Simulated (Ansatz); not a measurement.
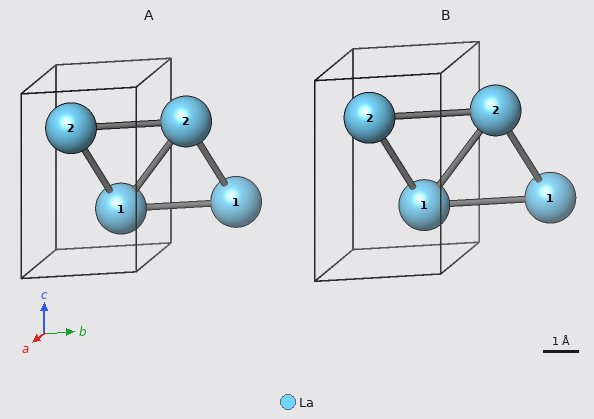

Two geometries of solid La (a generated structure, set up in P6_3/mmc), drawn at one scale. One is the start of a relaxation, the other its converged end. Style: ball-and-stick. Shown: the cell of the calculation, repeated 1 × 2 × 1 with one cell outlined, slightly off an axis.

Level of theory: DFT, PBE, PAW with Ansatz's default frozen-core files, scalar-relativistic in Ansatz. (plane-wave cutoff 420 eV; k-point mesh 12 × 12 × 7; occupations fermi dirac; smearing width 0.05 eV; no spin polarisation; cell and atoms relaxed; force threshold 0.005 eV/Å; at most 80 steps)

Q: Which of the two is the end point?

A: Structure B is the relaxed one. Case: cell and atoms relaxed from a first guess. No atom moves by more than 0.005 Å relative to the cell. The volume changes by +30.6 %, with a = b 3.451 → 3.783 Å (+9.6 %), c 5.591 → 6.076 Å (+8.7 %). Near-neighbour distances that change, for instance: La1–La1 3.451 → 3.783 Å, La1–La2 3.433 → 3.742 Å. The space group stays P6_3/mmc (No. 194). Over 6 accepted moves (8 points after the start) the energy falls by 0.429 eV per cell of the calculation. All forces vanish by symmetry, so only the cell relaxes. The pressure goes from 9.08 to 0.02 GPa. At 2 points the geometry stayed and the basis and grid were re-selected for the new cell (energy shift of 4.6 meV per cell of the calculation at most each time). The run took of the order of 20 core-seconds on a shared host.
